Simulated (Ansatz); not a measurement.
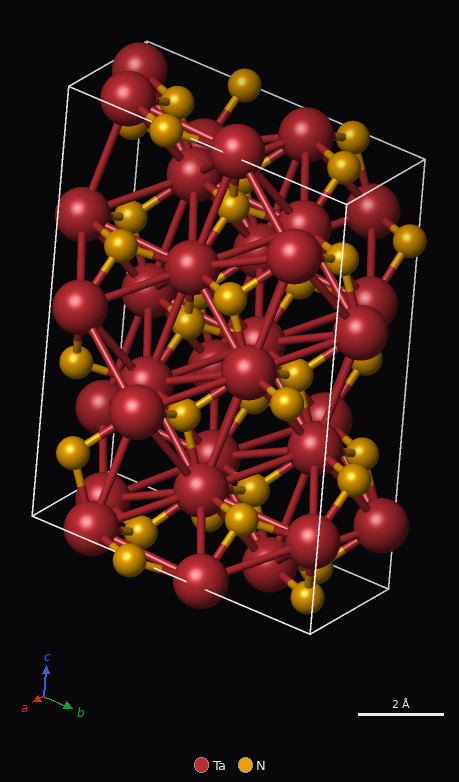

Figure 1. The structure as given in the input (ball-and-stick view of the cell of the calculation, seen slightly off an axis). An atom can appear more than once, as a periodic image.

Ta₂₄N₂₃: geometry relaxation (part 1 of 5)

System: Ta₂₄N₂₃ (defect cell, 47 atoms in the cell).
Method: DFT PBE, scalar-relativistic, plane waves, PAW, spin-polarised (Ansatz 0.2.0).

The structure derives from an entry of the Crystallography Open Database. The run did not end well.

### Input
```yaml
crystal:
  lattice:
    - [-4.575, 2.641377, 4.94]
    - [4.575, -2.641377, 4.94]
    - [4.575, 7.924132, -4.94]
  atoms:
    - { symbol: Ta, position: [0.1649163888, -0.0012593033, 0.164243555], spin: 0.5 }
    - { symbol: Ta, position: [0.6660019888, 0.493226977, 0.1611206673] }
    - { symbol: Ta, position: [0.5, 0.833334, 0.333333] }
    - { symbol: Ta, position: [0.0, 0.333334, 0.333333] }
    - { symbol: Ta, position: [0.833333, 0.666667, 0.5] }
    - { symbol: Ta, position: [0.333333, 0.166667, 0.5] }
    - { symbol: Ta, position: [0.166666, 0.5, 0.666667] }
    - { symbol: Ta, position: [0.666666, 0.0, 0.666667] }
    - { symbol: Ta, position: [0.5, 0.333334, 0.833333] }
    - { symbol: Ta, position: [0.0, 0.833334, 0.833333] }
    - { symbol: Ta, position: [0.833333, 0.166667, 0.0] }
    - { symbol: Ta, position: [0.333333, 0.666667, 0.0] }
    - { symbol: Ta, position: [0.2456494417, 0.4153401676, 0.1717021642], spin: 0.5 }
    - { symbol: Ta, position: [0.75, 0.916666, 0.166667] }
    - { symbol: Ta, position: [0.5831108584, 0.2498157106, 0.3324624972], spin: 0.5 }
    - { symbol: Ta, position: [0.083334, 0.75, 0.333333] }
    - { symbol: Ta, position: [0.916667, 0.083333, 0.5] }
    - { symbol: Ta, position: [0.416667, 0.583333, 0.5] }
    - { symbol: Ta, position: [0.25, 0.916666, 0.666667] }
    - { symbol: Ta, position: [0.75, 0.416666, 0.666667] }
    - { symbol: Ta, position: [0.583334, 0.75, 0.833333] }
    - { symbol: Ta, position: [0.083334, 0.25, 0.833333] }
    - { symbol: Ta, position: [0.916667, 0.583333, 0.0] }
    - { symbol: Ta, position: [0.413239654, 0.0895880224, 0.0006886225], spin: 0.5 }
    - { symbol: "N", position: [0.859166, 0.6925, 0.166667] }
    - { symbol: "N", position: [0.6884853521, 0.027254197, 0.3327988875] }
    - { symbol: "N", position: [0.1932906403, 0.5240676367, 0.3356503864] }
    - { symbol: "N", position: [0.025833, 0.859167, 0.5] }
    - { symbol: "N", position: [0.5255229144, 0.3614179564, 0.499145172] }
    - { symbol: "N", position: [0.359166, 0.6925, 0.666667] }
    - { symbol: "N", position: [0.859166, 0.1925, 0.666667] }
    - { symbol: "N", position: [0.6925, 0.525834, 0.833333] }
    - { symbol: "N", position: [0.1940835918, 0.0215149308, 0.8358412001] }
    - { symbol: "N", position: [0.0237646828, 0.3580366813, -0.002092609] }
    - { symbol: "N", position: [0.5266888803, 0.8580189669, -0.0032327974] }
    - { symbol: "N", position: [0.437072621, 0.6140157436, 0.1699822083] }
    - { symbol: "N", position: [0.9412772287, 0.1082954233, 0.170266514] }
    - { symbol: "N", position: [0.7775801164, 0.4399581433, 0.3330203707] }
    - { symbol: "N", position: [0.2694979719, 0.9388755853, 0.3251085394] }
    - { symbol: "N", position: [0.109167, 0.275833, 0.5] }
    - { symbol: "N", position: [0.609167, 0.775833, 0.5] }
    - { symbol: "N", position: [0.4425, 0.109166, 0.666667] }
    - { symbol: "N", position: [0.9425, 0.609166, 0.666667] }
    - { symbol: "N", position: [0.775834, 0.9425, 0.833333] }
    - { symbol: "N", position: [0.275834, 0.4425, 0.833333] }
    - { symbol: "N", position: [0.1137738294, 0.7725648535, -0.0001757909] }
    - { symbol: "N", position: [0.6101853275, 0.2811290575, -0.0016837319] }
magnetization:
  spin_polarized: true
basis:
  ecutwfc: 420
  fft_grid_basis: typed
kpoints:
  mp_grid: { grid: [2, 2, 2] }
hamiltonian:
  xc: pbe
  pseudopotentials: { kind: paw }
scf:
  occupations: { method: gaussian, width: 0.05 }
output:
  forces: true
  stress: false
  eigenvalues: false
  bader: false
  write_density: false
  volumetric_format: npy
  populations: true
relax:
  adjacent_minimum: "off"
  max_steps: 30
  f_tol: 0.05
```

Hardware: 8 threads of Arm Neoverse V1, 24 GiB of memory available, shared host.

Launch command:
```bash
ansatz run input.yaml --threads 8 --pin off --max-ram 16384MiB --backend cpu --events-out ev --progress --plain --runs-dir out
```

### Output
```
settings of this run that can trade accuracy for cost: output.eigenvalues: false. Do not mix this run's numbers with those of runs without the same settings; the input reference describes each key
Engine: ansatz 0.2.0, aarch64-unknown-linux-gnu
Pseudopotentials: kind: paw
Pseudopotential: Ta, paw, valence charge 13, recommended cutoff 420 eV (normal), Ta.paw.azcp
Pseudopotential: N, paw, valence charge 5, recommended cutoff 420 eV (normal), N.paw.azcp
Functional definition: PBE
  parameter kappa = 0.804
  parameter beta = 0.06672455060314922
  exchange = pbe_x(kappa = kappa, mu = beta*pi^2/3)
  correlation = pbe_c(beta = beta)
Crystal: 47 atoms, lattice volume = 477.572 Å³
Basis set: ecut = 420 eV, 9363 PW (Γ), exchange–correlation on 100×100×144 points (8 copies of the dense FFT grid, shifted against one another)
Bands: 262, of which v1, the nominal top of the filled ones, is band 214 counted from 1 (213 counted from 0)
Symmetry: 1 space group operations
Space group: P1 (ITA 1), of the structure as read, at distance tolerance 7.8e-5 Å
Magnetic group: BNS 1.1 (UNI 1), of the structure as read, at distance tolerance 7.8e-5 Å
k-points: 8
Non-local potential: Ta, projectors of the file, l = 0: 3, l = 1: 2, l = 2: 2, l = 3: 1
Non-local potential: N, projectors of the file, l = 0: 2, l = 1: 2, l = 2: 1
PAW form: soft (Blöchl's): semilocal exchange-correlation on the pseudo side does not see the compensation charge
PAW one-centre angular grid: Ta, 590 points (default); XC on 64 Gauss nodes
PAW one-centre angular grid: N, 110 points (default); XC on 64 Gauss nodes
Initial density: superposition of atomic densities (chi_scale 0.1, normalization cell, long waves kept (reshape's long-wave potential 0.24 eV rms))
Starting moments: Σ|m| = 2 μB on 4 of 47 sites
Initial wavefunctions: pseudopotential atomic-orbital guess
Functional: x = pbe(κ = 0.804, μ = 0.2195149727645171), c = pbe(β = 0.06672455060314922)
SCF iter   1: F=—  HF=-247192.186817 eV  |F-HF|=—  |Δ(HF+E_count)|=         —  Δρ=5.85e-2 (↑5.79e-2 ↓5.85e-2)  dr2=8.21e1  dr2_m=5.46e-2  M=1.442 μB ∫|m|=1.469 μB  β_m=0.30  ethr=3.10e-3  ⟨swp⟩=5.2  Hψ=15935  notcnv=0  defer=136
Mixer restart at iter 1: flushing history
preconditioner: auto → Kerker (q_TF=auto, 2.678 Å⁻¹)  [metal: Δε(μ)=0.004 eV  Ē_g=10.913 eV  σ=0.050 eV  W_gap=0.05  n_scr=154 (ndim 8)  ℏωp=26.0 eV  f_vac=0.000  D(μ)=37.54/eV (n_scr^D=432)]
spin=Collinear: Kerker preconditioning applied to the charge; magnetization (m = ρ↑ − ρ↓) channel mixes plain (no charge-response kernel on spin).
SCF iter   2: F=—  HF=-247181.172033 eV  |F-HF|=—  |Δ(HF+E_count)|=    1.10e1  Δρ=3.31e-2 (↑3.23e-2 ↓3.31e-2)  dr2=3.11e1  dr2_m=3.68e-2  M=1.024 μB ∫|m|=1.080 μB  β_m=0.48  ethr=3.10e-3  ⟨swp⟩=2.2  Hψ=6856  notcnv=0  defer=614
SCF iter   3: F=—  HF=-247178.068304 eV  |F-HF|=—  |Δ(HF+E_count)|=    3.10e0  Δρ=1.18e-2 (↑1.10e-2 ↓1.18e-2)  dr2=5.38e0  dr2_m=9.42e-3  M=0.564 μB ∫|m|=0.635 μB  β_m=0.74  ethr=3.10e-3  ⟨swp⟩=2.9  Hψ=6307  notcnv=0  defer=614
SCF iter   4: F=—  HF=-247177.199738 eV  |F-HF|=—  |Δ(HF+E_count)|=   8.69e-1  Δρ=2.04e-3 (↑2.04e-3 ↓2.02e-3)  dr2=9.99e-2  dr2_m=6.81e-4  M=0.232 μB ∫|m|=0.254 μB  β_m=0.82  ethr=1.26e-3  ⟨swp⟩=3.0  Hψ=5481  notcnv=0  defer=619
SCF iter   5: F=—  HF=-247177.438037 eV  |F-HF|=—  |Δ(HF+E_count)|=         —  Δρ=1.30e-3 (↑1.30e-3 ↓1.08e-3)  dr2=6.77e-2  dr2_m=2.61e-4  M=0.108 μB ∫|m|=0.121 μB  β_m=0.82  ethr=2.34e-5  ⟨swp⟩=2.0  Hψ=6801  notcnv=0  defer=619
SCF iter   6: F=—  HF=-247177.452144 eV  |F-HF|=—  |Δ(HF+E_count)|=   1.41e-2  Δρ=6.12e-4 (↑6.12e-4 ↓4.96e-4)  dr2=9.53e-3  dr2_m=1.13e-4  M=0.075 μB ∫|m|=0.083 μB  β_m=0.91  ethr=1.58e-5  ⟨swp⟩=2.0  Hψ=4807  notcnv=0  defer=619
SCF iter   7: F=—  HF=-247177.451602 eV  |F-HF|=—  |Δ(HF+E_count)|=   5.42e-4  Δρ=2.50e-4 (↑2.45e-4 ↓2.50e-4)  dr2=1.39e-3  dr2_m=1.05e-5  M=0.032 μB ∫|m|=0.034 μB  β_m=0.83  ethr=2.23e-6  ⟨swp⟩=2.0  Hψ=5863  notcnv=0  defer=619
SCF iter   8: F=—  HF=-247177.451496 eV  |F-HF|=—  |Δ(HF+E_count)|=   1.05e-4  Δρ=6.99e-5 (↑6.99e-5 ↓6.91e-5)  dr2=2.28e-4  dr2_m=2.23e-6  M=0.016 μB ∫|m|=0.018 μB  β_m=0.92  ethr=3.26e-7  ⟨swp⟩=2.0  Hψ=6075  notcnv=0  defer=619
SCF iter   9: F=—  HF=-247177.451536 eV  |F-HF|=—  |Δ(HF+E_count)|=   3.98e-5  Δρ=2.24e-5 (↑2.02e-5 ↓2.24e-5)  dr2=7.56e-6  dr2_m=5.49e-7  M=0.008 μB ∫|m|=0.009 μB  β_m=0.96  ethr=5.34e-8  ⟨swp⟩=2.0  Hψ=5507  notcnv=0  defer=619
SCF iter  10: F=-247177.451535 eV  HF=-247177.451539 eV  |F-HF|=3.82e-6  |Δ(HF+E_count)|=   2.96e-6  Δρ=9.52e-6 (↑9.52e-6 ↓9.27e-6)  dr2=4.44e-6  dr2_m=9.91e-8  M=0.004 μB ∫|m|=0.004 μB  ethr=1.77e-9  ⟨swp⟩=1.0  Hψ=10310  notcnv=0
WARN: the starting moments were not kept: the SCF closed with an absolute magnetisation of 3.8e-3 μB, where they sum to 2 μB in size (4 sites). That is at most 0.1 of that sum. Measured as dr2_m measures the in/out step, that magnetisation stands 1.5e-7 eV from none, at or under the dr2_threshold of 6.3e-5 eV: it is no larger than a step whose dr2_m would equal this threshold. The system may hold no moment; this SCF shows only that its start led to no more than that. To try another start: raise the starting moments (crystal.atoms[].spin, magnetization.per_species, magnetization.initial_magnetization, or on a non-collinear deck that types none of these the spinor_matrix: blocks that start its atoms; where the total moment is fixed, keep their sum and leave initial_magnetization as it is; typed ones take the place of any that the run laid by itself, positive ones on a crystal's lanthanoids without a Hubbard term where scf.initial_density.shell_occupations: [] is typed) or, if the notice of its spin-set hold's release reads "site moments contracting" or "site moments show no strong build", lengthen the hold (scf.mixing.spin_hold: { on: { confirm: 4 } }; for m-r²SCAN on two components see the key's manual first). Each may lead to a state that holds a moment. A second SCF, from the converged charge density, with the starting moments and any scf.initial_density.shell_occupations laid on it anew, would have followed, and was not run: the deck does not ask for one (magnetization.retry_lost_moments is false, the default). To let it run, set magnetization.retry_lost_moments: true and run the deck again, where that key's refused combinations let it; where memory then withholds it, that run's warning says so.
SCF 1 converged in 10 iterations: F = -247177.451535 eV  dr2 = 4.44e-6
  greatest PAW one-centre occupation: 1.000 electrons in one spin orbital (limit 2), on the Ta atom at site 3 (counted from 0), in its partial waves of l = 0
relax step   1: F+E_penalty+E_count = -247177.45153542 eV  Δ(F+E_penalty+E_count) = +0.000e0 eV  max|allowed force component| = 6.183e0 eV/Å  Δτ_max = 0.0000 Å  (10 SCF iters, dr2 threshold 6.25e-5 eV, accepted)
Initial density: handed on by an earlier stage of this run
Starting moments: Σ|m| = 2 μB on 4 of 47 sites; this step starts from the density that it was given
Initial wavefunctions: those handed on with the density
iter 1 solved again at ethr=1.62e-3 eV; its pass at ethr=3.10e-3 eV (dr2=6.92e0 eV) is discarded
SCF iter   1: F=—  HF=-247183.448294 eV  |F-HF|=—  |Δ(HF+E_count)|=         —  Δρ=1.14e-2 (↑9.82e-3 ↓1.14e-2)  dr2=7.01e0  dr2_m=2.60e-2  M=-0.009 μB ∫|m|=0.087 μB  β_m=0.30  ethr=1.62e-3  ⟨swp⟩=1.0  Hψ=14896  notcnv=0  defer=407
preconditioner: auto → Kerker (q_TF=auto, 2.678 Å⁻¹)  [metal: Δε(μ)=0.003 eV  Ē_g=10.171 eV  σ=0.050 eV  W_gap=0.04  n_scr=154 (ndim 8)  ℏωp=26.0 eV  f_vac=0.000  D(μ)=23.64/eV (n_scr^D=204)]
spin=Collinear: Kerker preconditioning applied to the charge; magnetization (m = ρ↑ − ρ↓) channel mixes plain (no charge-response kernel on spin).
SCF iter   2: F=—  HF=-247183.107127 eV  |F-HF|=—  |Δ(HF+E_count)|=   3.41e-1  Δρ=8.26e-3 (↑7.08e-3 ↓8.26e-3)  dr2=4.13e0  dr2_m=1.38e-2  M=-0.008 μB ∫|m|=0.067 μB  β_m=0.65  ethr=1.62e-3  ⟨swp⟩=1.0  Hψ=4192  notcnv=0  defer=511
SCF iter   3: F=—  HF=-247182.436720 eV  |F-HF|=—  |Δ(HF+E_count)|=   6.70e-1  Δρ=1.54e-3 (↑1.53e-3 ↓1.54e-3)  dr2=7.57e-2  dr2_m=1.12e-5  M=-0.000 μB ∫|m|=0.014 μB  β_m=0.65  ethr=9.67e-4  ⟨swp⟩=2.6  Hψ=5898  notcnv=0  defer=642
SCF iter   4: F=—  HF=-247182.477425 eV  |F-HF|=—  |Δ(HF+E_count)|=   4.07e-2  Δρ=9.07e-4 (↑8.90e-4 ↓9.07e-4)  dr2=4.24e-2  dr2_m=6.21e-6  M=-0.000 μB ∫|m|=0.005 μB  β_m=0.83  ethr=1.77e-5  ⟨swp⟩=2.0  Hψ=6678  notcnv=0  defer=642
SCF iter   5: F=—  HF=-247182.483191 eV  |F-HF|=—  |Δ(HF+E_count)|=   5.77e-3  Δρ=2.96e-4 (↑2.95e-4 ↓2.96e-4)  dr2=3.56e-3  dr2_m=7.24e-7  M=0.000 μB ∫|m|=0.002 μB  β_m=0.86  ethr=9.94e-6  ⟨swp⟩=2.0  Hψ=6161  notcnv=0  defer=642
SCF iter   6: F=—  HF=-247182.483319 eV  |F-HF|=—  |Δ(HF+E_count)|=   1.29e-4  Δρ=1.45e-4 (↑1.45e-4 ↓1.43e-4)  dr2=1.44e-3  dr2_m=7.23e-8  M=0.000 μB ∫|m|=0.001 μB  β_m=0.93  ethr=8.34e-7  ⟨swp⟩=2.0  Hψ=5751  notcnv=0  defer=642
SCF iter   7: F=—  HF=-247182.483502 eV  |F-HF|=—  |Δ(HF+E_count)|=   1.83e-4  Δρ=4.29e-5 (↑4.22e-5 ↓4.29e-5)  dr2=6.67e-5  dr2_m=3.43e-8  M=0.000 μB ∫|m|=0.000 μB  β_m=0.96  ethr=3.37e-7  ⟨swp⟩=2.0  Hψ=6096  notcnv=0  defer=642
SCF iter   8: F=—  HF=-247182.483506 eV  |F-HF|=—  |Δ(HF+E_count)|=   4.51e-6  Δρ=3.86e-5 (↑3.86e-5 ↓3.85e-5)  dr2=1.01e-4  dr2_m=2.36e-10  M=0.000 μB ∫|m|=0.000 μB  β_m=0.86  ethr=1.56e-8  ⟨swp⟩=2.0  Hψ=6098  notcnv=0  defer=642
SCF iter   9: F=-247182.483478 eV  HF=-247182.483498 eV  |F-HF|=2.03e-5  |Δ(HF+E_count)|=   8.08e-6  Δρ=1.62e-5 (↑1.62e-5 ↓1.62e-5)  dr2=2.19e-5  dr2_m=1.13e-10  M=0.000 μB ∫|m|=0.000 μB  ethr=1.56e-8  ⟨swp⟩=1.9  Hψ=9042  notcnv=0
the starting moments were not kept: the SCF closed with an absolute magnetisation of 2.9e-5 μB, where they sum to 2 μB in size (4 sites). That is at most 0.1 of that sum. Measured as dr2_m measures the in/out step, that magnetisation stands 1.3e-11 eV from none, at or under the dr2_threshold of 1.0e-4 eV: it is no larger than a step whose dr2_m would equal this threshold.
SCF 2 converged in 9 iterations: F = -247182.483478 eV  dr2 = 2.19e-5
  greatest PAW one-centre occupation: 1.000 electrons in one spin orbital (limit 2), on the Ta atom at site 2 (counted from 0), in its partial waves of l = 0
relax step   2: F+E_penalty+E_count = -247182.48347806 eV  Δ(F+E_penalty+E_count) = -5.032e0 eV  max|allowed force component| = 2.896e0 eV/Å  Δτ_max = 0.1995 Å  (9 SCF iters, dr2 threshold 1.00e-4 eV, accepted)
[... from here on the SCF iterations and repeated set-up lines of each step are left out, up to the last step ...]
SCF 3 converged in 8 iterations: F = -247184.986854 eV  dr2 = 2.92e-5
relax step   3: F+E_penalty+E_count = -247184.98685428 eV  Δ(F+E_penalty+E_count) = -2.503e0 eV  max|allowed force component| = 2.781e0 eV/Å  Δτ_max = 0.1728 Å  (8 SCF iters, dr2 threshold 1.00e-4 eV, accepted)
SCF 4 converged in 8 iterations: F = -247187.017823 eV  dr2 = 3.28e-5
relax step   4: F+E_penalty+E_count = -247187.01782259 eV  Δ(F+E_penalty+E_count) = -2.031e0 eV  max|allowed force component| = 4.898e0 eV/Å  Δτ_max = 0.1959 Å  (8 SCF iters, dr2 threshold 1.00e-4 eV, accepted)
SCF 5 converged in 10 iterations: F = -247190.067734 eV  dr2 = 4.61e-6
relax step   5: F+E_penalty+E_count = -247190.06773417 eV  Δ(F+E_penalty+E_count) = -3.050e0 eV  max|allowed force component| = 4.036e0 eV/Å  Δτ_max = 0.1945 Å  (10 SCF iters, dr2 threshold 1.00e-4 eV, accepted)
SCF 6 converged in 8 iterations: F = -247194.086206 eV  dr2 = 2.60e-5
relax step   6: F+E_penalty+E_count = -247194.08620577 eV  Δ(F+E_penalty+E_count) = -4.018e0 eV  max|allowed force component| = 3.561e0 eV/Å  Δτ_max = 0.1953 Å  (8 SCF iters, dr2 threshold 1.00e-4 eV, accepted)
SCF 7 converged in 8 iterations: F = -247198.091809 eV  dr2 = 1.51e-5
relax step   7: F+E_penalty+E_count = -247198.09180852 eV  Δ(F+E_penalty+E_count) = -4.006e0 eV  max|allowed force component| = 3.359e0 eV/Å  Δτ_max = 0.1948 Å  (8 SCF iters, dr2 threshold 1.00e-4 eV, accepted)
SCF 8 converged in 8 iterations: F = -247201.524433 eV  dr2 = 1.38e-5
relax step   8: F+E_penalty+E_count = -247201.52443315 eV  Δ(F+E_penalty+E_count) = -3.433e0 eV  max|allowed force component| = 1.860e0 eV/Å  Δτ_max = 0.1975 Å  (8 SCF iters, dr2 threshold 1.00e-4 eV, accepted)
SCF 9 converged in 8 iterations: F = -247204.516352 eV  dr2 = 1.91e-5
relax step   9: F+E_penalty+E_count = -247204.51635221 eV  Δ(F+E_penalty+E_count) = -2.992e0 eV  max|allowed force component| = 1.640e0 eV/Å  Δτ_max = 0.1986 Å  (8 SCF iters, dr2 threshold 1.00e-4 eV, accepted)
SCF 10 converged in 8 iterations: F = -247206.846452 eV  dr2 = 2.02e-5
relax step  10: F+E_penalty+E_count = -247206.84645241 eV  Δ(F+E_penalty+E_count) = -2.330e0 eV  max|allowed force component| = 1.278e0 eV/Å  Δτ_max = 0.2000 Å  (8 SCF iters, dr2 threshold 1.00e-4 eV, accepted)
SCF 11 converged in 8 iterations: F = -247208.950735 eV  dr2 = 2.99e-5
relax step  11: F+E_penalty+E_count = -247208.95073466 eV  Δ(F+E_penalty+E_count) = -2.104e0 eV  max|allowed force component| = 1.388e0 eV/Å  Δτ_max = 0.1950 Å  (8 SCF iters, dr2 threshold 1.00e-4 eV, accepted)
SCF 12 converged in 10 iterations: F = -247210.548246 eV  dr2 = 9.01e-6
relax step  12: F+E_penalty+E_count = -247210.54824555 eV  Δ(F+E_penalty+E_count) = -1.598e0 eV  max|allowed force component| = 1.320e0 eV/Å  Δτ_max = 0.1916 Å  (10 SCF iters, dr2 threshold 1.00e-4 eV, accepted)
SCF 13 converged in 9 iterations: F = -247211.779831 eV  dr2 = 5.44e-5
relax step  13: F+E_penalty+E_count = -247211.77983053 eV  Δ(F+E_penalty+E_count) = -1.232e0 eV  max|allowed force component| = 1.062e0 eV/Å  Δτ_max = 0.1945 Å  (9 SCF iters, dr2 threshold 1.00e-4 eV, accepted)
SCF 14 converged in 9 iterations: F = -247212.696429 eV  dr2 = 3.08e-5
relax step  14: F+E_penalty+E_count = -247212.69642925 eV  Δ(F+E_penalty+E_count) = -9.166e-1 eV  max|allowed force component| = 6.763e-1 eV/Å  Δτ_max = 0.2000 Å  (9 SCF iters, dr2 threshold 1.00e-4 eV, accepted)
SCF 15 converged in 8 iterations: F = -247213.499790 eV  dr2 = 2.22e-5
relax step  15: F+E_penalty+E_count = -247213.49979005 eV  Δ(F+E_penalty+E_count) = -8.034e-1 eV  max|allowed force component| = 6.932e-1 eV/Å  Δτ_max = 0.1953 Å  (8 SCF iters, dr2 threshold 1.00e-4 eV, accepted)
SCF 16 converged in 10 iterations: F = -247214.135556 eV  dr2 = 1.73e-5
relax step  16: F+E_penalty+E_count = -247214.13555554 eV  Δ(F+E_penalty+E_count) = -6.358e-1 eV  max|allowed force component| = 9.143e-1 eV/Å  Δτ_max = 0.1935 Å  (10 SCF iters, dr2 threshold 1.00e-4 eV, accepted)
SCF 17 converged in 10 iterations: F = -247214.805570 eV  dr2 = 2.95e-5
```
